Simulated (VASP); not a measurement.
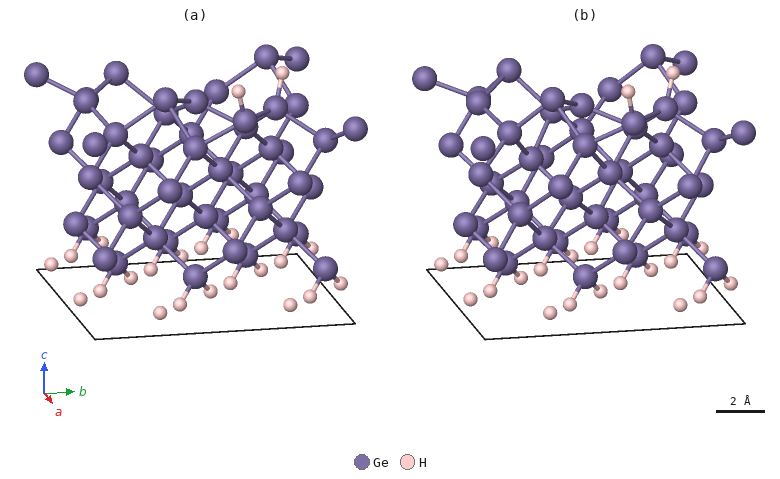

The structure of a slab of composition Ge₈H₃ before (left) and after (right) a relaxation, at one scale.

Style: ball-and-stick. Shown: the cell of the calculation, outlined in the plane, without the vacuum (origin shifted), slightly off an axis.

The run lets the atoms move in a fixed cell. 24 atoms are held fixed.

Level of theory: Kohn-Sham DFT of a periodic cell, PBE with D3(BJ), VASP PAW PBE potentials, recommended in VASP 6.6.1.

The input:
```
PREC = Accurate
ENCUT = 400
EDIFF = 1E-6
ISMEAR = 0
SIGMA = 0.05
LREAL = Auto
LASPH = True
NELM = 80
ALGO = Fast
ISIF = 2
LWAVE = False
LCHARG = False
GGA = PE
IVDW = 12
IBRION = 2
NSW = 120
EDIFFG = -0.03
ISYM = 0
LUSENCCL = False
```

Launched with:
```bash
cat potpaw_PBE.64/Ge_d/POTCAR potpaw_PBE.64/H/POTCAR > POTCAR
mpirun -np 1 vasp_gam > vasp.out
```

Q: Summarise the run.

A: Over 19 geometry steps the energy falls by 1.751 eV per cell of the calculation. The largest force component goes from 1.2 to 0.24 eV/Å. The largest moves, 0.27 Å, are those of Ge atoms. Largest moves by element: Ge 0.27 Å, H 0.06 Å. The cell stays as it was. Near-neighbour distances that change, for instance: Ge–Ge 2.708 → 2.529 Å, Ge–Ge 2.417 → 2.515 Å, Ge–Ge 2.366 → 2.447 Å, Ge–Ge 2.450 → 2.524 Å. Among the angles between lasting bonds that change: Ge–Ge–Ge 96.4° → 109.6°, Ge–Ge–Ge 96.4° → 108.6°, Ge–Ge–Ge 105.0° → 117.0°.
